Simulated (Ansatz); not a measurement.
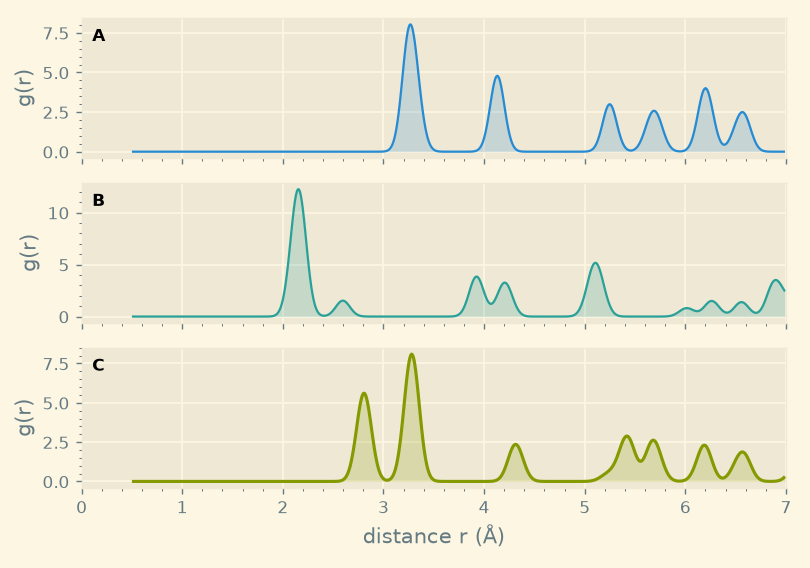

Calculated partial radial distribution functions of Sn3O4, each distance broadened by a Gaussian of σ = 0.07 Å. Structure used: coordinates from a relaxation with DFT PBE, scalar-relativistic, plane waves, PAW (Ansatz 0.2.0); the starting structure was generated, so it need not be a known form of this composition.

Space group C2/m (No. 12). a = 14.759 Å, b = 3.255 Å, c = 5.733 Å, α = 90.00°, β = 97.59°, γ = 90.00°
```csv
atom,site,symmetry,x,y,z
Sn,4i,m,0.7513,0.0000,0.2540
Sn,2a,2/m,0.0000,0.0000,0.0000
O,4i,m,0.6779,0.5000,0.0578
O,4i,m,0.6806,0.0000,0.5606
```

Question: The panels are unlabelled. Name the pair for each.

Answer: panel A is Sn–Sn (first distance 3.25–3.26 Å); panel B is Sn–O (first distance 2.12 Å); panel C is O–O (first distance 2.78 Å).

Question: Tabulate the first and second shells, merging distances less than 0.12 Å apart and averaging over sites.

Answer:
```csv
pair,first shell (Å),neighbours in it,second shell (Å),neighbours in the second
Sn–Sn,3.25–3.33,4.67 Sn per Sn,4.12–4.14,4
Sn–O,2.12–2.19,4 O per Sn,2.60,0.67
O–O,2.78–2.83,3 O per O,3.25–3.31,6
```
